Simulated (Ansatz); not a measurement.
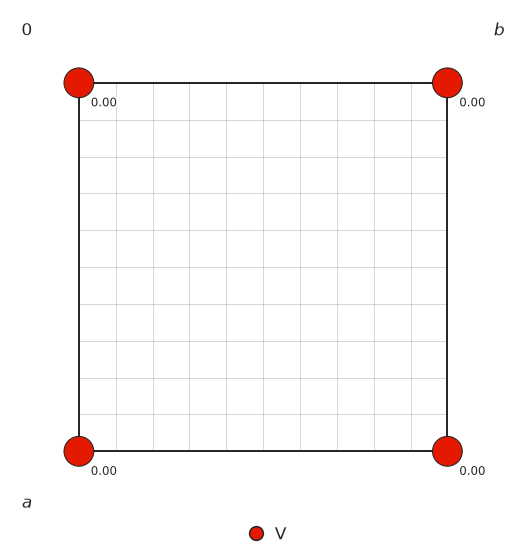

Plan of a unit cell projected along c (a down the page, b across); the numbers are heights as fractions of c, and atoms on the cell's edges are repeated. The grid marks tenths of a and b. Source: the geometry relaxed with DFT, r2SCAN, plane waves (500 eV) with PAW, scalar-relativistic in Ansatz 0.2.0; the starting structure was generated, so it need not be a known form of this composition. The drawing is computed from the coordinates (standard cell, symmetry found to 0.002 Å).

a = 2.425 Å, b = 2.425 Å, c = 2.425 Å, α = 90.00°, β = 90.00°, γ = 90.00°.

> What does the cell contain?

1 V: V, Z = 1.

> Which space group?

Pm-3m, No. 221, primitive cubic.

> Give the independent sites, coordinates to two places.

```json
{"atom": "V", "site": "1a", "symmetry": "m-3m", "x": "0.00", "y": "0.00", "z": "0.00"}
```
